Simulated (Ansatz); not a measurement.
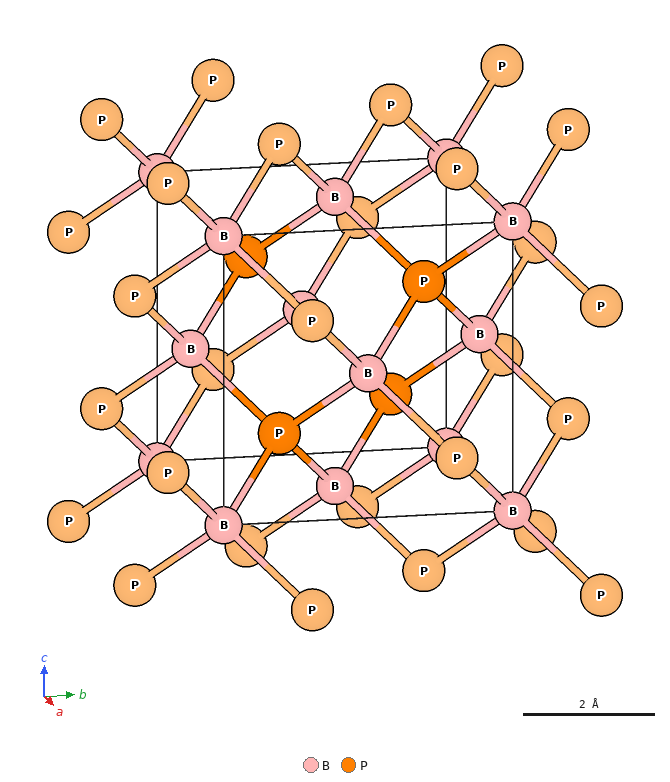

*The structure as given in the input (ball-and-stick view of the cell 4 times as large as that of the calculation, set on its symmetry axes, seen slightly off an axis; neighbours outside the cell are drawn fainter).*

**BP: single-point calculation**

BP (F-43m, 2 atoms in the cell), computed with DFT, PBE, plane waves, PAW, no spin polarisation (Ansatz 0.2.0).

The structure derives from an entry of the Crystallography Open Database.

Output:
```
Engine: ansatz 0.2.0, aarch64-unknown-linux-gnu
Pseudopotentials: kind: paw
Pseudopotential: B, paw, valence charge 3, recommended cutoff 420 eV (normal), B.paw.azcp
Pseudopotential: P, paw, valence charge 5, recommended cutoff 420 eV (normal), P.paw.azcp
Functional definition: PBE
  parameter kappa = 0.804
  parameter beta = 0.06672455060314922
  exchange = pbe_x(kappa = kappa, mu = beta*pi^2/3)
  correlation = pbe_c(beta = beta)
Crystal: 2 atoms, lattice volume = 23.363 Å³
Basis set: ecut = 420 eV, 459 PW (Γ), exchange–correlation on 48×48×48 points (8 copies of the dense FFT grid, shifted against one another)
Bands: 8, of which v1, the nominal top of the filled ones, is band 4 counted from 1 (3 counted from 0)
Symmetry: 24 space group operations
Space group: F-43m (ITA 216), of the structure as read, at distance tolerance 2.9e-5 Å
k-points: 16 of 216 (time reversal used)
Non-local potential: B, projectors of the file, l = 0: 2, l = 1: 2, l = 2: 1
Non-local potential: P, projectors of the file, l = 0: 2, l = 1: 2, l = 2: 2
PAW form: soft (Blöchl's): semilocal exchange-correlation on the pseudo side does not see the compensation charge
PAW one-centre angular grid: B, 110 points (default); XC on 64 Gauss nodes
PAW one-centre angular grid: P, 110 points (default); XC on 64 Gauss nodes
Initial density: superposition of atomic densities (neutral atoms: chi_scale 0, normalization atom), corrected by the library's trained network
Initial wavefunctions: pseudopotential atomic-orbital guess
Functional: x = pbe(κ = 0.804, μ = 0.2195149727645171), c = pbe(β = 0.06672455060314922)
SCF iter   1: F=—  HF=-912.429207 eV  |F-HF|=—  |Δ(HF+E_count)|=         —  Δρ=1.32e-3  dr2=3.31e-4  ethr=1.77e-3  ⟨swp⟩=6.0  Hψ=1149  notcnv=0
preconditioner: auto → none  [insulator: Δε(μ)=1.332 eV  Ē_g=12.804 eV  σ=0.100 eV  W_gap=1.00  n_scr=0 (ndim 8)  ℏωp=21.7 eV  f_vac=0.000  D(μ)=0.00/eV (n_scr^D=0)  ε∞_Penn≈3.9]
SCF iter   2: F=—  HF=-912.429386 eV  |F-HF|=—  |Δ(HF+E_count)|=   1.78e-4  Δρ=8.04e-4  dr2=1.46e-4  ethr=4.13e-6  ⟨swp⟩=2.2  Hψ=317  notcnv=0
SCF iter   3: F=—  HF=-912.429357 eV  |F-HF|=—  |Δ(HF+E_count)|=   2.85e-5  Δρ=4.06e-4  dr2=1.73e-5  ethr=1.82e-6  ⟨swp⟩=2.0  Hψ=178  notcnv=0
SCF iter   4: F=—  HF=-912.429382 eV  |F-HF|=—  |Δ(HF+E_count)|=   2.49e-5  Δρ=1.72e-4  dr2=8.97e-6  ethr=2.17e-7  ⟨swp⟩=2.0  Hψ=196  notcnv=0
SCF iter   5: F=—  HF=-912.429380 eV  |F-HF|=—  |Δ(HF+E_count)|=   2.20e-6  Δρ=8.02e-5  dr2=1.92e-6  ethr=1.12e-7  ⟨swp⟩=1.1  Hψ=132  notcnv=0
SCF iter   6: F=—  HF=-912.429379 eV  |F-HF|=—  |Δ(HF+E_count)|=   5.14e-7  Δρ=3.23e-5  dr2=3.09e-7  ethr=2.40e-8  ⟨swp⟩=1.5  Hψ=148  notcnv=0
SCF iter   7: F=-912.429379 eV  HF=-912.429379 eV  |F-HF|=1.95e-8  |Δ(HF+E_count)|=   8.67e-8  Δρ=9.61e-6  dr2=2.71e-8  ethr=1.25e-9  ⟨swp⟩=5.3  Hψ=627  notcnv=0
SCF 1 converged in 7 iterations: F = -912.429379 eV  dr2 = 2.71e-8
  greatest PAW one-centre occupation: 0.774 electrons in one spin orbital (limit 2), on the P atom at site 1 (counted from 0), in its partial waves of l = 0
SCF converged after 7 iterations
Free energy (F): -912.429379 eV
Harris-Foulkes:  -912.429379 eV  (|F-HF|=1.95e-8)
Internal energy: -912.429379 eV  (E = F + TS)
E sigma→0 (E₀):  -912.429379 eV
Fermi energy:    9.937010 eV
--- Per-component energies (eV) ---
  E_band       = 22.235830
  E_kinetic    = 121.800765
  E_local      = -67.992168  (includes V_loc(G=0)·N_el)
  E_nonlocal   = 45.000308
  E_hartree    = 17.092499
  E_xc         = -94.874438
  E_vxc        = -100.549897  (∫ρ·V_xc dr)
  E_paw        = -647.964828  (= ΣΔE_a)
  E_vpaw       = -10.208399  (= ΣTr[D̂ρ^β])
  E_aug_tail   = 0.000001  (compensation charges beyond the density's cutoff)
  E_ewald      = -285.491518
  E_smearing   = -0.000000  (= −TS)
  E_closure    = -0.000000  (closes the sum)
  Σ components = -912.429379   (vs F -912.429379, Δ=0.00e0)
--- Forces (eV/Å), atoms counted from 1 ---
  atom   1  B      0.00000000    -0.00000000     0.00000000
  atom   2  P     -0.00000000    -0.00000000    -0.00000000
  max |Σ_I F_I| component: 3.70e-16 eV/Å
--- Stress (GPa, compression-positive) ---
        1.259040      -0.000000      -0.000000
       -0.000000       1.259040       0.000000
       -0.000000       0.000000       1.259040
  P = ⅓ Tr σ = 1.2590 GPa (12.590 kbar)
--- Band table (eV; the first three rows and the last of 16) ---
  k-point 0: bands = ["-6.1884", "9.2705", "9.2705", "9.2705", "12.6718", "12.6718", "12.6718", "16.6423"]
  k-point 1: bands = ["-5.6909", "6.4355", "8.6061", "8.6061", "13.2874", "13.5739", "13.5739", "17.9293"]
  k-point 2: bands = ["-4.2742", "2.5402", "7.8028", "7.8028", "13.1631", "14.1222", "14.1222", "19.3725"]
  k-point 15: bands = ["-1.1349", "1.0464", "3.9712", "4.0952", "13.0960", "13.7147", "18.3675", "19.0322"]
```

This output came from the following input.

Input file:
```yaml
crystal:
  lattice:
    - [0.0, 2.269, 2.269]
    - [2.269, 0.0, 2.269]
    - [2.269, 2.269, 0.0]
  atoms:
    - { symbol: B, position: [0.0, 0.0, 0.0] }
    - { symbol: P, position: [0.25, 0.25, 0.25] }
basis:
  ecutwfc: 420
kpoints:
  mp_grid: { grid: [6, 6, 6] }
hamiltonian:
  xc: pbe
scf:
  occupations: { method: gaussian, width: 0.1 }
output:
  forces: true
  stress: true
  eigenvalues: true
```

Run as:
```bash
ansatz run input.yaml --threads 1 --pin off --max-ram 2560MiB --backend cpu --events-out ev --progress --plain --runs-dir out
```

Results in brief:

| quantity | value |
| --- | --- |
| outcome | converged |
| space group (tolerance 0.01 Å) | F-43m (216) |
| electrons treated | 8 |
| free energy | −912.4294 eV |
| Fermi energy | 9.937 eV |
| gap on the k-point mesh | 1.33 eV |
| pressure | 1.26 GPa |
| largest force (length of the vector) | under 0.001 eV/Å |
| hardware | 1 thread of Arm Neoverse V1, 24 GiB of memory available, shared host |
| wall time | 0.67 s |
| peak memory | 0.25 GiB |

Notes:

These settings are looser than, or depart from, a standard set-up, so the numbers are not reference values for this system. The k-point mesh is coarse (a preliminary or cheap run), so energies and forces are approximate.
